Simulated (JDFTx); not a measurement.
Run report: Sb, geometry relaxation (part 2 of 2)

Continued. System: Sb (2 atoms in the cell). Method: Kohn-Sham DFT of a periodic cell, PBEsol, PseudoDojo-SR-PBEsol-0.4.1-standard, no spin polarisation (JDFTx 1.7.0 (patched build)); cutoff 1088.45 eV, 6×6×6 k-mesh, fermi-dirac of 0.05 eV. The structure derives from an entry of the Crystallography Open Database.

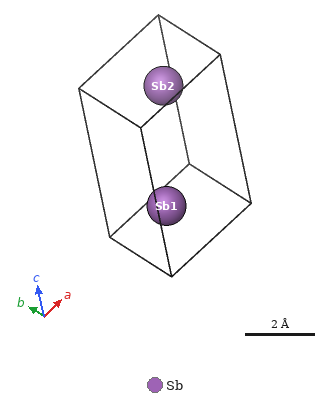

Figure 1. The geometry at step 4 of the log (ball-and-stick view of the reduced cell, seen slightly off an axis; atoms are numbered from 1 in the order of the input).

### Output, continued
```
# Energy components:
   Eewald =     -107.9137028464047177
       EH =       44.2340988311704066
     Eloc =     -140.8881955894562168
      Enl =      -38.3125116879572616
      Exc =      -45.0138512529887294
 Exc_core =       20.8894650772506729
       KE =      106.3276714059189061
-------------------------------------
     Etot =     -160.6770260624668936
       TS =        0.0001026192713802
-------------------------------------
        F =     -160.6771286817382816

LatticeMinimize: Iter:   3  F: -160.677128681738282  |grad|_K:  4.236e-04  alpha:  1.000e+00  linmin: -5.035e-01

#--- Lowdin population analysis ---
# oxidation-state Sb +0.034 +0.034

-------- Electronic minimization -----------
Will mix electronic density at each iteration.
	FillingsUpdate:  mu: +0.382349018  nElectrons: 30.000000
	FillingsUpdate:  mu: +0.383397913  nElectrons: 30.000000
SCF: Cycle:  0   F: -160.677136109342200   dF: -1.608e-05   |Residual|: 3.057e-04   |deigs|: 5.672e-06
	FillingsUpdate:  mu: +0.383380505  nElectrons: 30.000000
SCF: Cycle:  1   F: -160.677136306482879   dF: -1.971e-07   |Residual|: 1.648e-04   |deigs|: 3.691e-05
	FillingsUpdate:  mu: +0.383364685  nElectrons: 30.000000
SCF: Cycle:  2   F: -160.677136364435313   dF: -5.795e-08   |Residual|: 5.273e-05   |deigs|: 3.538e-05
	FillingsUpdate:  mu: +0.383363602  nElectrons: 30.000000
SCF: Cycle:  3   F: -160.677136371868045   dF: -7.433e-09   |Residual|: 1.464e-05   |deigs|: 1.141e-06
	FillingsUpdate:  mu: +0.383362388  nElectrons: 30.000000
SCF: Cycle:  4   F: -160.677136374673722   dF: -2.806e-09   |Residual|: 6.499e-06   |deigs|: 1.700e-06
	FillingsUpdate:  mu: +0.383362783  nElectrons: 30.000000
SCF: Cycle:  5   F: -160.677136375571678   dF: -8.980e-10   |Residual|: 1.763e-06   |deigs|: 1.835e-06
	FillingsUpdate:  mu: +0.383362687  nElectrons: 30.000000
SCF: Cycle:  6   F: -160.677136375984361   dF: -4.127e-10   |Residual|: 1.100e-06   |deigs|: 4.704e-07
SCF: Converged (|Delta E|<1.000000e-09 for 2 iters).

Setting wave functions to eigenvectors of Hamiltonian
# Lattice vectors:
R =
[      4.07617     -4.07617            0  ]
[      2.35338      2.35338     -4.70675  ]
[      7.06258      7.06258      7.06258  ]
unit cell volume = 406.498

# Strain tensor in Cartesian coordinates:
[   0.00130646            0            0  ]
[            0   0.00130646 -2.58922e-14  ]
[            0  -2.5916e-14  -0.00549263  ]

# Stress tensor in Cartesian coordinates [Eh/a0^3]:
[ -2.86548e-06            0            0  ]
[            0 -2.86548e-06            0  ]
[            0            0  1.02215e-06  ]

# Ionic positions in cartesian coordinates:
ion Sb   0.000000000000000   0.000000000026264  16.232238607244511 1
ion Sb   0.000000000000000  -0.000000000026815   4.955514471355139 1

# Forces in Cartesian coordinates:
force Sb  -0.000000000000001  -0.000000000000000  -0.000266958510421 1
force Sb   0.000000000000000   0.000000000000000   0.000266958510421 1

# Energy components:
   Eewald =     -107.9976040500273342
       EH =       44.1819682813287571
     Eloc =     -140.7531898009424935
      Enl =      -38.3123048895217977
      Exc =      -45.0149156100100356
 Exc_core =       20.8894650990453137
       KE =      106.3295457430846085
-------------------------------------
     Etot =     -160.6770352270430067
       TS =        0.0001011489413584
-------------------------------------
        F =     -160.6771363759843609

LatticeMinimize: Iter:   4  F: -160.677136375984361  |grad|_K:  4.416e-04  alpha:  1.000e+00  linmin: -5.380e-01

#--- Lowdin population analysis ---
# oxidation-state Sb +0.034 +0.034

-------- Electronic minimization -----------
Will mix electronic density at each iteration.
	FillingsUpdate:  mu: +0.383362687  nElectrons: 30.000000
	FillingsUpdate:  mu: +0.383181472  nElectrons: 30.000000
SCF: Cycle:  0   F: -160.677138052008843   dF: -1.047e-05   |Residual|: 5.310e-04   |deigs|: 8.312e-06
	FillingsUpdate:  mu: +0.383161847  nElectrons: 30.000000
SCF: Cycle:  1   F: -160.677138725019745   dF: -6.730e-07   |Residual|: 2.436e-04   |deigs|: 1.675e-05
	FillingsUpdate:  mu: +0.383149668  nElectrons: 30.000000
SCF: Cycle:  2   F: -160.677138853179514   dF: -1.282e-07   |Residual|: 1.105e-04   |deigs|: 1.049e-05
	FillingsUpdate:  mu: +0.383146780  nElectrons: 30.000000
SCF: Cycle:  3   F: -160.677138867733589   dF: -1.455e-08   |Residual|: 2.934e-05   |deigs|: 3.641e-06
	FillingsUpdate:  mu: +0.383145547  nElectrons: 30.000000
SCF: Cycle:  4   F: -160.677138872754142   dF: -5.021e-09   |Residual|: 1.164e-05   |deigs|: 1.189e-06
	FillingsUpdate:  mu: +0.383145556  nElectrons: 30.000000
SCF: Cycle:  5   F: -160.677138874057334   dF: -1.303e-09   |Residual|: 4.397e-06   |deigs|: 1.080e-06
	FillingsUpdate:  mu: +0.383145526  nElectrons: 30.000000
SCF: Cycle:  6   F: -160.677138874634323   dF: -5.770e-10   |Residual|: 9.223e-07   |deigs|: 4.560e-07
	FillingsUpdate:  mu: +0.383145571  nElectrons: 30.000000
SCF: Cycle:  7   F: -160.677138874809145   dF: -1.748e-10   |Residual|: 8.505e-07   |deigs|: 5.423e-07
SCF: Converged (|Delta E|<1.000000e-09 for 2 iters).

Setting wave functions to eigenvectors of Hamiltonian
# Lattice vectors:
R =
[      4.08009     -4.08009            0  ]
[      2.35564      2.35564     -4.71128  ]
[      7.04795      7.04795      7.04795  ]
unit cell volume = 406.436

# Strain tensor in Cartesian coordinates:
[   0.00227021            0            0  ]
[            0   0.00227021 -3.56093e-14  ]
[            0 -3.56071e-14  -0.00755389  ]

# Stress tensor in Cartesian coordinates [Eh/a0^3]:
[  5.45237e-07            0            0  ]
[            0  5.45237e-07            0  ]
[            0            0  7.12404e-07  ]

# Ionic positions in cartesian coordinates:
ion Sb   0.000000000000000   0.000000000026130  16.195010798038492 1
ion Sb   0.000000000000000  -0.000000000026889   4.948827553080518 1

# Forces in Cartesian coordinates:
force Sb  -0.000000000000000  -0.000000000000000   0.000023684458118 1
force Sb  -0.000000000000000  -0.000000000000000  -0.000023684458118 1

# Energy components:
   Eewald =     -108.0193378666553201
       EH =       44.1624271566111588
     Eloc =     -140.7112522532745231
      Enl =      -38.3131922365228519
      Exc =      -45.0145724952385322
 Exc_core =       20.8894650485675086
       KE =      106.3294247385419311
-------------------------------------
     Etot =     -160.6770379079706572
       TS =        0.0001009668384745
-------------------------------------
        F =     -160.6771388748091454

LatticeMinimize: Iter:   5  F: -160.677138874809145  |grad|_K:  6.658e-05  alpha:  1.000e+00  linmin: -1.413e-03

#--- Lowdin population analysis ---
# oxidation-state Sb +0.034 +0.034

-------- Electronic minimization -----------
Will mix electronic density at each iteration.
	FillingsUpdate:  mu: +0.383145571  nElectrons: 30.000000
	FillingsUpdate:  mu: +0.383269785  nElectrons: 30.000000
SCF: Cycle:  0   F: -160.677138878949535   dF: -2.032e-08   |Residual|: 1.822e-05   |deigs|: 3.250e-07
	FillingsUpdate:  mu: +0.383270034  nElectrons: 30.000000
SCF: Cycle:  1   F: -160.677138896990300   dF: -1.804e-08   |Residual|: 1.915e-05   |deigs|: 1.214e-06
	FillingsUpdate:  mu: +0.383270046  nElectrons: 30.000000
SCF: Cycle:  2   F: -160.677138897589288   dF: -5.990e-10   |Residual|: 1.552e-05   |deigs|: 7.026e-07
	FillingsUpdate:  mu: +0.383269910  nElectrons: 30.000000
SCF: Cycle:  3   F: -160.677138898102896   dF: -5.136e-10   |Residual|: 4.854e-06   |deigs|: 3.624e-06
SCF: Converged (|Delta E|<1.000000e-09 for 2 iters).

Setting wave functions to eigenvectors of Hamiltonian
# Lattice vectors:
R =
[      4.07972     -4.07972            0  ]
[      2.35543      2.35543     -4.71085  ]
[      7.04797      7.04797      7.04797  ]
unit cell volume = 406.364

# Strain tensor in Cartesian coordinates:
[   0.00217891            0            0  ]
[            0   0.00217891  -3.5621e-14  ]
[            0 -3.56395e-14   -0.0075508  ]

# Stress tensor in Cartesian coordinates [Eh/a0^3]:
[  5.11951e-08            0            0  ]
[            0  5.11951e-08            0  ]
[            0            0  4.00992e-07  ]

# Ionic positions in cartesian coordinates:
ion Sb  -0.000000000000000   0.000000000026128  16.195277801207492 1
ion Sb   0.000000000000000  -0.000000000026886   4.948626469916718 1

# Forces in Cartesian coordinates:
force Sb  -0.000000000000000   0.000000000000000  -0.000023050554918 1
force Sb  -0.000000000000000  -0.000000000000001   0.000023050554918 1

# Energy components:
   Eewald =     -108.0249242099287557
       EH =       44.1595919967723844
     Eloc =     -140.7029985015534521
      Enl =      -38.3130860285581036
      Exc =      -45.0147067356732862
 Exc_core =       20.8894650525117136
       KE =      106.3296205170482551
-------------------------------------
     Etot =     -160.6770379093812551
       TS =        0.0001009887216442
-------------------------------------
        F =     -160.6771388981028963

LatticeMinimize: Iter:   6  F: -160.677138898102896  |grad|_K:  3.951e-05  alpha:  1.000e+00  linmin:  1.195e-01

#--- Lowdin population analysis ---
# oxidation-state Sb +0.034 +0.034

-------- Electronic minimization -----------
Will mix electronic density at each iteration.
	FillingsUpdate:  mu: +0.383269910  nElectrons: 30.000000
	FillingsUpdate:  mu: +0.383332739  nElectrons: 30.000000
SCF: Cycle:  0   F: -160.677138898457883   dF: -1.140e-08   |Residual|: 1.490e-05   |deigs|: 1.218e-07
	FillingsUpdate:  mu: +0.383331790  nElectrons: 30.000000
SCF: Cycle:  1   F: -160.677138911592806   dF: -1.313e-08   |Residual|: 1.505e-05   |deigs|: 1.820e-06
	FillingsUpdate:  mu: +0.383331353  nElectrons: 30.000000
SCF: Cycle:  2   F: -160.677138911998185   dF: -4.054e-10   |Residual|: 1.071e-05   |deigs|: 7.701e-07
	FillingsUpdate:  mu: +0.383329851  nElectrons: 30.000000
SCF: Cycle:  3   F: -160.677138912184489   dF: -1.863e-10   |Residual|: 7.307e-06   |deigs|: 2.735e-06
SCF: Converged (|Delta E|<1.000000e-09 for 2 iters).

Setting wave functions to eigenvectors of Hamiltonian
# Lattice vectors:
R =
[      4.07972     -4.07972            0  ]
[      2.35543      2.35543     -4.71086  ]
[      7.04713      7.04713      7.04713  ]
unit cell volume = 406.316

# Strain tensor in Cartesian coordinates:
[   0.00218007            0            0  ]
[            0   0.00218007 -3.61139e-14  ]
[            0 -3.61978e-14  -0.00766832  ]

# Stress tensor in Cartesian coordinates [Eh/a0^3]:
[ -6.42494e-09            0            0  ]
[            0 -6.42494e-09            0  ]
[            0            0  2.01293e-07  ]

# Ionic positions in cartesian coordinates:
ion Sb  -0.000000000000000   0.000000000026120  16.193224623102235 1
ion Sb   0.000000000000000  -0.000000000026889   4.948175822430382 1

# Forces in Cartesian coordinates:
force Sb   0.000000000000000  -0.000000000000001   0.000041571657804 1
force Sb   0.000000000000000   0.000000000000000  -0.000041571657805 1

# Energy components:
   Eewald =     -108.0297223179278916
       EH =       44.1565840510616070
     Eloc =     -140.6952484940928798
      Enl =      -38.3130836872514209
      Exc =      -45.0147629753140635
 Exc_core =       20.8894650522568703
       KE =      106.3297304659161000
-------------------------------------
     Etot =     -160.6770379053516535
       TS =        0.0001010068328441
-------------------------------------
        F =     -160.6771389121844891

LatticeMinimize: Iter:   7  F: -160.677138912184489  |grad|_K:  5.982e-05  alpha:  1.000e+00  linmin:  6.894e-02
LatticeMinimize: Converged (|Delta F|<1.000000e-06 for 2 iters).

#--- Lowdin population analysis ---
# oxidation-state Sb +0.034 +0.034

Dumping 'run.eigStats' ...
	eMin: -0.697314 at state 0 ( [ +0.000000 +0.000000 +0.000000 ] spin 0 )
	HOMO: +0.374178 at state 3 ( [ +0.000000 +0.000000 +0.500000 ] spin 0 )
	mu  : +0.383330
	LUMO: +0.384124 at state 14 ( [ +0.166667 +0.166667 +0.333333 ] spin 0 )
	eMax: +0.786214 at state 23 ( [ +0.166667 +0.500000 -0.333333 ] spin 0 )
	HOMO-LUMO gap: +0.009946
	Optical gap  : +0.015112 at state 3 ( [ +0.000000 +0.000000 +0.500000 ] spin 0 )
Done!
```

### Trajectory as extended XYZ (Å, eV, eV/Å), 8 frames, from step=0 to step=7
```
2
Lattice="2.1542 1.2437 3.7580 -2.1542 1.2437 3.7580 0.0000 -2.4875 3.7580" Properties=species:S:1:pos:R:3:forces:R:3 step=0 energy=-4372.24707
Sb    0.0000    0.0000    8.6416    0.0000   0.0000  -0.0372
Sb    0.0000    0.0000    2.6324    0.0000   0.0000   0.0372
2
Lattice="2.1544 1.2439 3.7575 -2.1544 1.2439 3.7575 0.0000 -2.4877 3.7575" Properties=species:S:1:pos:R:3:forces:R:3 step=1 energy=-4372.24716
Sb    0.0000    0.0000    8.6393    0.0000   0.0000  -0.0251
Sb    0.0000    0.0000    2.6332    0.0000   0.0000   0.0251
2
Lattice="2.1550 1.2442 3.7543 -2.1550 1.2442 3.7543 0.0000 -2.4884 3.7543" Properties=species:S:1:pos:R:3:forces:R:3 step=2 energy=-4372.24732
Sb    0.0000    0.0000    8.6296    0.0000   0.0000  -0.0053
Sb    0.0000    0.0000    2.6332    0.0000   0.0000   0.0053
2
Lattice="2.1554 1.2444 3.7509 -2.1554 1.2444 3.7509 0.0000 -2.4888 3.7509" Properties=species:S:1:pos:R:3:forces:R:3 step=3 energy=-4372.24741
Sb    0.0000    0.0000    8.6212    0.0000   0.0000  -0.0029
Sb    0.0000    0.0000    2.6314    0.0000   0.0000   0.0029
2
Lattice="2.1570 1.2454 3.7374 -2.1570 1.2454 3.7374 0.0000 -2.4907 3.7374" Properties=species:S:1:pos:R:3:forces:R:3 step=4 energy=-4372.24762
Sb    0.0000    0.0000    8.5897    0.0000   0.0000  -0.0137
Sb    0.0000    0.0000    2.6223    0.0000   0.0000   0.0137
2
Lattice="2.1591 1.2466 3.7296 -2.1591 1.2466 3.7296 0.0000 -2.4931 3.7296" Properties=species:S:1:pos:R:3:forces:R:3 step=5 energy=-4372.24769
Sb    0.0000    0.0000    8.5700    0.0000   0.0000   0.0012
Sb    0.0000    0.0000    2.6188    0.0000   0.0000  -0.0012
2
Lattice="2.1589 1.2464 3.7296 -2.1589 1.2464 3.7296 0.0000 -2.4929 3.7296" Properties=species:S:1:pos:R:3:forces:R:3 step=6 energy=-4372.24769
Sb    0.0000    0.0000    8.5702    0.0000   0.0000  -0.0012
Sb    0.0000    0.0000    2.6187    0.0000   0.0000   0.0012
2
Lattice="2.1589 1.2464 3.7292 -2.1589 1.2464 3.7292 0.0000 -2.4929 3.7292" Properties=species:S:1:pos:R:3:forces:R:3 step=7 energy=-4372.24769
Sb    0.0000    0.0000    8.5691    0.0000   0.0000   0.0021
Sb    0.0000    0.0000    2.6185    0.0000   0.0000  -0.0021
```

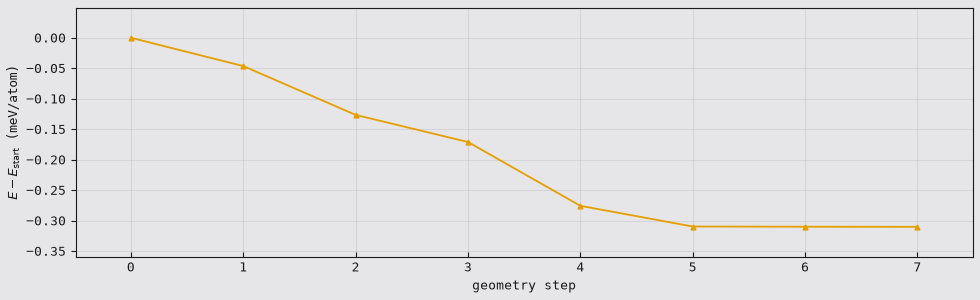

Figure 2. Progress of the relaxation, step by step (steps are counted from 0).

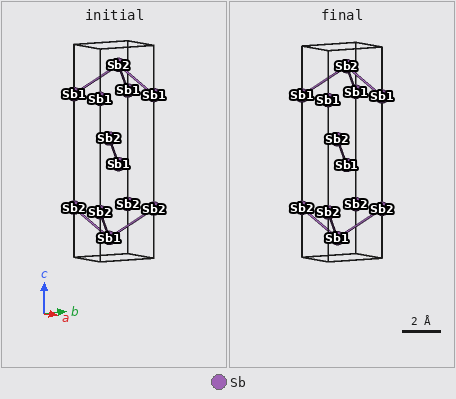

Figure 3. Before (left) and after (right) the relaxation, at one scale (ball-and-stick view of the cell 3 times as large as that of the calculation, set on its symmetry axes, seen at an oblique angle). The largest moves relative to the cell, 0.006 Å, are those of Sb1 and Sb2. The drawn cell changes as follows: a = b 4.308 → 4.318 Å (+0.2 %), c 11.274 → 11.188 Å (−0.8 %); the volume changes by −0.3 %. Among the contacts that change: Sb1–Sb2 2.908 → 2.913 Å. The space group stays R-3m (No. 166). After 7 geometry steps the energy has fallen by 0.3 meV per atom. The largest force component goes from 0.037 to 0.0021 eV/Å. (Atoms are counted from 1 in the order of the input.)

The run was set up as follows.

### The input
```
lattice \
    4.0708480177    -4.0708480177     0.0000000000 \
    2.3503051989     2.3503051989    -4.7006103977 \
    7.1015907763     7.1015907763     7.1015907763
coords-type Cartesian
ion Sb     0.0000000000     0.0000000000    16.3303210379 1
ion Sb     0.0000000000     0.0000000000     4.9744512911 1

ion-species pseudo/Sb.upf
elec-cutoff 40 320
elec-ex-corr gga-PBEsol
kpoint-folding 6 6 6
elec-smearing Fermi 0.0018374661
elec-n-bands 22
electronic-SCF nIterations 100 energyDiffThreshold 1e-09
electronic-minimize nIterations 30 energyDiffThreshold 1e-7
forces-output-coords Cartesian
lattice-minimize nIterations 40 energyDiffThreshold 1e-6

dump-name run.$VAR
dump End Ecomponents EigStats BandEigs Kpoints Forces Stress
```

Launched with:
```bash
jdftx -c 1 -i Sb.in -o Sb.out
```

### Summary

```csv
quantity,value
outcome,converged
space group (tolerance 0.01 Å),R-3m (166)
electrons treated,30
free energy,−4372.2477 eV
Fermi energy,10.431 eV
gap on the k-point mesh,none (metallic)
pressure,0.00 GPa
final volume,60.21 Å³
largest force (length of the vector) at the end,0.002 eV/Å
final cell,"a = 4.486 Å, b = 4.486 Å, c = 4.486 Å, α = 57.54°, β = 57.54°, γ = 57.54°"
hardware,"1 thread of Intel Xeon (Granite Rapids), 192 GiB of memory available, shared host"
wall time,6.6 min
peak memory,0.22 GiB
```
